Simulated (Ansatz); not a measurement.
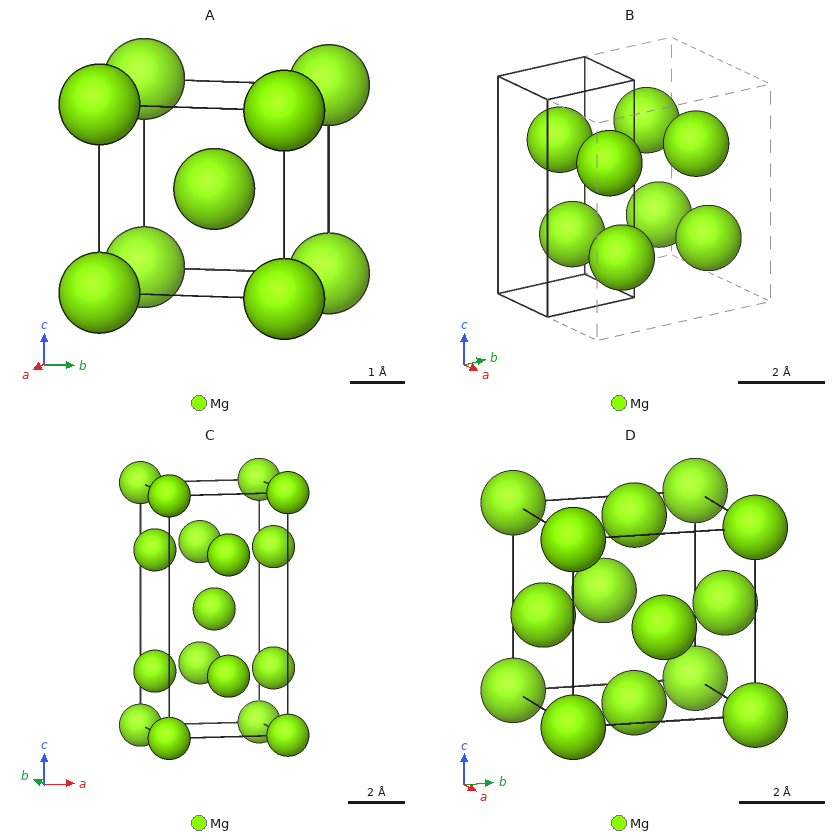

Four structures of Mg, each relaxed to rest (conventional cells in solid outline, small ones repeated, each panel with its own scale). Method: DFT PBE, scalar-relativistic, plane waves, PAW in Ansatz, without spin polarisation.

> What are the structures shown?

A: body-centred cubic (W type), Im-3m; B: hexagonal close-packed (Mg type), P6_3/mmc; C: 6 atoms a cell on a body-centred tetragonal lattice, I4/mmm; D: face-centred cubic (Cu type), Fm-3m.

> Which of these is lowest in energy, and how far above it do the others lie?

B, then D (+10 meV/atom), A (+29 meV/atom) and C (+282 meV/atom), energies at zero smearing.

> Collect the results in a table.

| panel | structure | E − E(lowest) (meV/atom) | volume (Å³/atom) | gap (eV) |
| --- | --- | --- | --- | --- |
| B | P6_3/mmc | 0 | 22.9 | metal |
| D | Fm-3m | 10 | 23.2 | metal |
| A | Im-3m | 29 | 22.9 | metal |
| C | I4/mmm | 282 | 28.0 | metal |

Some of these may be structure types tried for this composition rather than known phases, and the most stable form need not be among them. Gaps are taken on the k-mesh or band path of each run.
